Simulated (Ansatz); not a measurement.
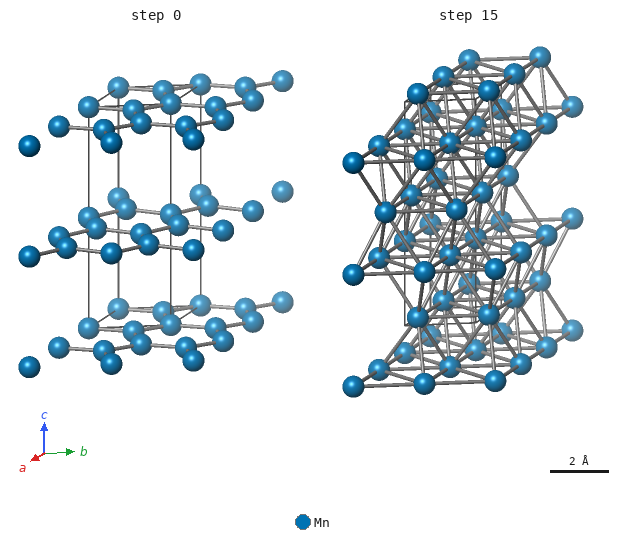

The structure of solid Mn (built on the C_186 type) (coarse preliminary run) before (left) and after (right) a relaxation, at one scale.

Style: ball-and-stick. Shown: the cell of the calculation, repeated 3 × 2 × 1 with one cell outlined, slightly off an axis.

Case: C type (P6_3mc, No. 186).

Theory: DFT PBE, scalar-relativistic, plane waves, PAW (Ansatz). Set-up: plane-wave cutoff 420 eV; k-point mesh 9 × 9 × 2; occupations gaussian; smearing width 0.1 eV; no spin polarisation; cell and atoms relaxed; force threshold 0.04 eV/Å; at most 70 steps.

Q: What changed between the two?

A: After 14 accepted moves (15 points after the start) the energy has fallen by 5211 meV per atom. Largest force component: 4.8 eV/Å at the start, under 0.0001 eV/Å at the end. The pressure goes from 125.44 to −0.22 GPa. The SCF was repeated once at an unchanged geometry on a basis and grid sized afresh for the cell, which shifted the energy by 1.0 meV per atom at most. The largest moves relative to the cell, 0.98 Å, are those of Mn atoms. Cell: a = b 2.878 → 2.487 Å (−13.6 %), c 7.912 → 8.007 Å (+1.2 %). Volume −24.4 %. Some distances before and after: Mn–Mn 4.254 → 2.464 Å, Mn–Mn 1.662 → 2.464 Å, Mn–Mn 2.878 → 2.487 Å. New bonds form: Mn–Mn (4.25 → 2.46 Å). Among the angles between lasting bonds that change: Mn–Mn–Mn 119.9° → 60.6°. The space group (tolerance 0.01 Å) goes from P6_3mc (No. 186) to P6_3/mmc (No. 194). The run took roughly 120 core-seconds on a shared host.

Limits of the set-up: the k-point mesh is coarse for a cell with partly filled bands.
